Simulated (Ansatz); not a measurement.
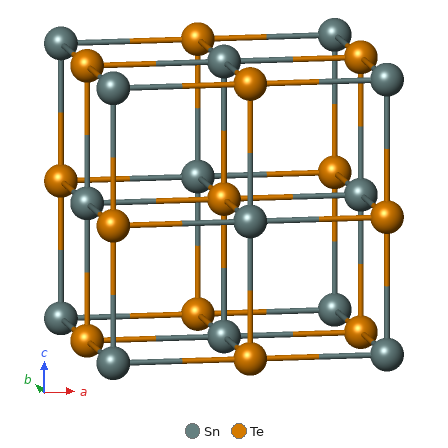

System: SnTe, space group Fm-3m (No. 225). The picture shows the conventional cell.

The given structure:
```yaml
crystal:
  lattice:
    - [0.00000, 3.15650, 3.15650]
    - [3.15650, 0.00000, 3.15650]
    - [3.15650, 3.15650, 0.00000]
  atoms:
    - { symbol: Sn, position: [0.00000, 0.00000, 0.00000] }
    - { symbol: Te, position: [0.50000, 0.50000, 0.50000] }
```

How it was computed, with Ansatz 0.2.0: periodic Kohn-Sham DFT of a crystal at fixed atoms, scaled to the stated factor times the given cell; pressure positive in compression. Level: PBE.

method frozen-core PAW; relativity scalar; k mesh 11×11×11; occupations Fermi–Dirac; smearing width 0.08 eV; wave cutoff 420 eV; PAW set soft_2.

V(given) is 31.45 Å³/atom.

What does the calculation give for the pressure against V/V(given)? The V/V(given) takes the values 0.950, 0.975, 1.000, 1.025, 1.050.

The pressure falls from 4.845 GPa at V/V(given) 0.950 to −0.137 GPa at 1.050, and changes sign near 1.047. The volume at zero pressure from a fit of the pressures is 32.9 Å³/atom. The bulk modulus from that fit is 40 GPa.

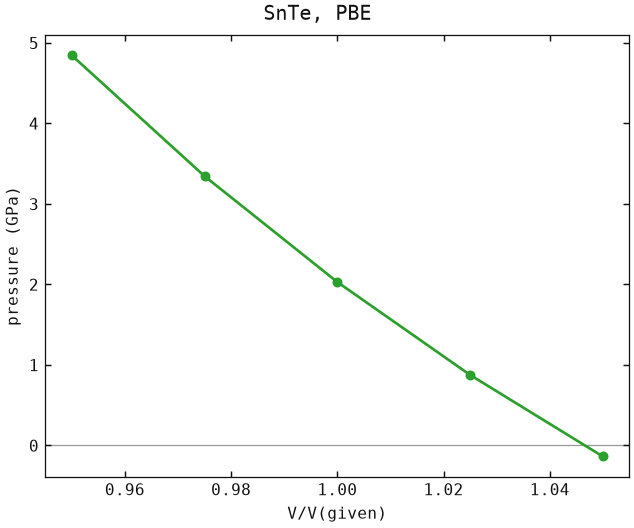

Caveats: no spin-orbit coupling on heavy atoms; small gap, it may come from the mesh.
